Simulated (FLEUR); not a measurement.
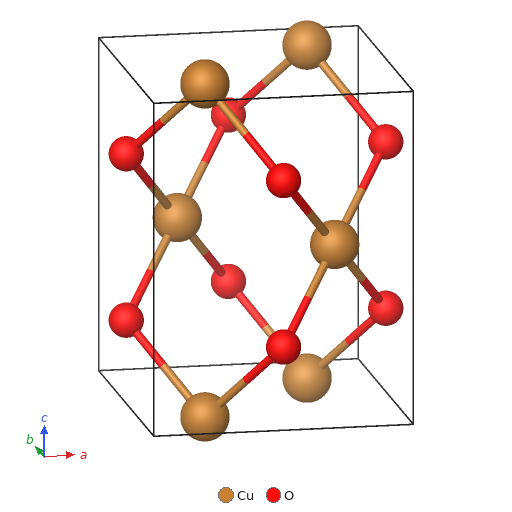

System: CuO, space group Cccm (No. 66). The picture shows the conventional cell.

The given structure:
```xyz
4
Lattice="1.9910 -2.1536 0.0000 1.9910 2.1536 0.0000 0.0000 0.0000 5.1559" Properties=species:S:1:pos:R:3 pbc="T T T"
Cu    0.9955   -1.0768    0.0000
Cu    0.9955    1.0768    2.5780
O     1.9910    0.0000    1.2890
O     1.9910    0.0000    3.8669
```

Calculation (FLEUR MaX-R8.1 (later development tree)): all-electron LAPW DFT, no spin polarisation; energies at scaled volumes of the given cell, shape and fractions fixed, counted from the fit's minimum, third-order Birch-Murnaghan fit. Level: r2SCAN.

k mesh 9×9×5; occupations Fermi–Dirac; smearing width 0.05 eV; potentials all electron; program settings basis FLAPW, kmax 5.21 1/bohr.

Describe the result: the energy against volume. The volume takes the values 10.39, 10.61, 11.05, 11.50, 11.72 Å³/atom.

A third-order Birch–Murnaghan fit gives V0 = 10.73 Å³/atom, B0 = 180 GPa and B′ = 5.3. The energy is 6.47 meV/atom at volume 10.39 Å³/atom and 42.37 meV/atom at 11.72 Å³/atom; the lowest computed point is at volume 10.61 Å³/atom (0.78 meV/atom).

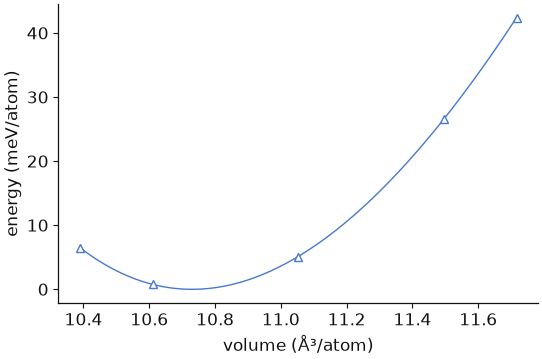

Limits of the calculation: shape and atomic fractions are frozen while scaling, which makes layered, chain and framework solids too stiff.
